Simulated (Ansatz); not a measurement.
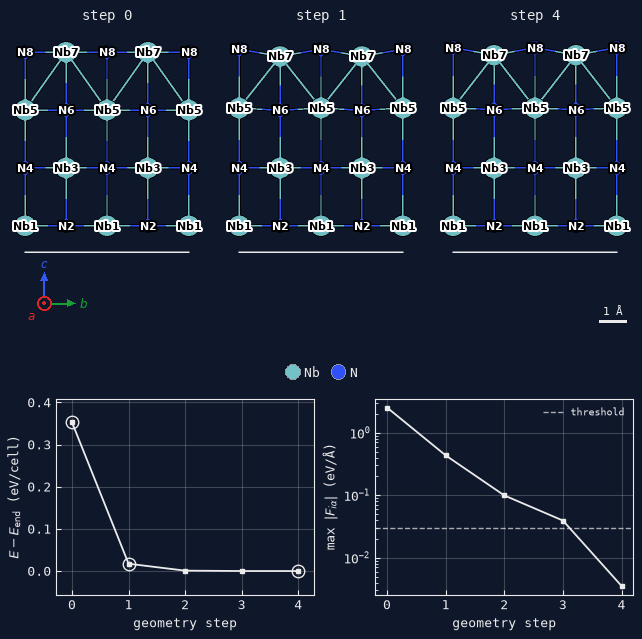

Frames of a constrained relaxation of a slab of composition NbN (cut from the Fm-3m phase), marked on the history of the run. A ball-and-stick model of the 2 × 2 repeat of the cell, outlined in the plane, without the vacuum, seen along the a axis.

Case: clean slab, lower half held. The slab is the (1 0 0) face of NbN. 4 atoms are held fixed.

Computed with DFT PBEsol, scalar-relativistic, plane waves, PAW (Ansatz).

Input file:
```yaml
crystal:
  lattice:
    - [3.0974787953, 0.0, 0.0]
    - [0.0, 3.0974787953, 0.0]
    - [0.0, 0.0, 23.5707447823]
  atoms:
    - { symbol: Nb, position: [0.0, 0.0, 0.3606165218] }
    - { symbol: "N", position: [0.5, 0.5, 0.3606165218] }
    - { symbol: Nb, position: [0.5, 0.5, 0.4535388406] }
    - { symbol: "N", position: [0.0, 0.0, 0.4535388406] }
    - { symbol: Nb, position: [0.0, 0.0, 0.5464611594] }
    - { symbol: "N", position: [0.5, 0.5, 0.5464611594] }
    - { symbol: Nb, position: [0.5, 0.5, 0.6393834782] }
    - { symbol: "N", position: [0.0, 0.0, 0.6393834782] }
basis:
  ecutwfc: 420
kpoints:
  mp_grid: { grid: [9, 9, 1] }
hamiltonian:
  xc: pbesol
scf:
  occupations: { method: gaussian, width: 0.1 }
output:
  forces: true
  eigenvalues: true
  write_density: true
  write_potential: true
  elf: true
  volumetric_format: npy
relax:
  adjacent_minimum: "off"
  f_tol: 0.03
  max_steps: 70
  constraints: [{ sites: [0, 1, 2, 3] }]
efield:
  axis: 3
  dipole_correction: true
  ramp_width: 0.04
```

Command:
```bash
ansatz run input.yaml --threads 2 --pin off --max-ram 5120MiB --backend cpu --events-out ev --progress --plain --runs-dir out
```

**What happens along the run?**

The atom that moves furthest is N8 (0.18 Å along the normal (+c)). By element the largest moves are N 0.18 Å, Nb 0.11 Å. The cell doesn't change. Among the contacts that change: Nb5–Nb7 3.097 → 2.965 Å, N6–Nb7 2.190 → 2.058 Å, Nb5–N8 2.190 → 2.287 Å, N4–Nb5 2.190 → 2.270 Å. Bond angles that change, for instance: Nb7–N8–Nb7 180.0° → 165.0°, Nb5–N8–Nb7 90.0° → 82.5°, Nb5–N6–Nb5 180.0° → 176.9°. After 4 geometry steps the energy has fallen by 0.353 eV per cell of the calculation. The largest force component goes from 2.5 to 0.0035 eV/Å. From step 0 to 1: Nb7 moves most (0.16 Å), energy −0.335 eV per cell of the calculation. From step 1 to 4: N8 moves most (0.06 Å), energy −17.4 meV per cell of the calculation.

```
step  E − E(0), meV/atom  largest force component, eV/Å
   0                0.00                         2.5335
   1              -41.91                         0.4347
   2              -43.96                         0.0993
   3              -44.07                         0.0393
   4              -44.08                         0.0035
```
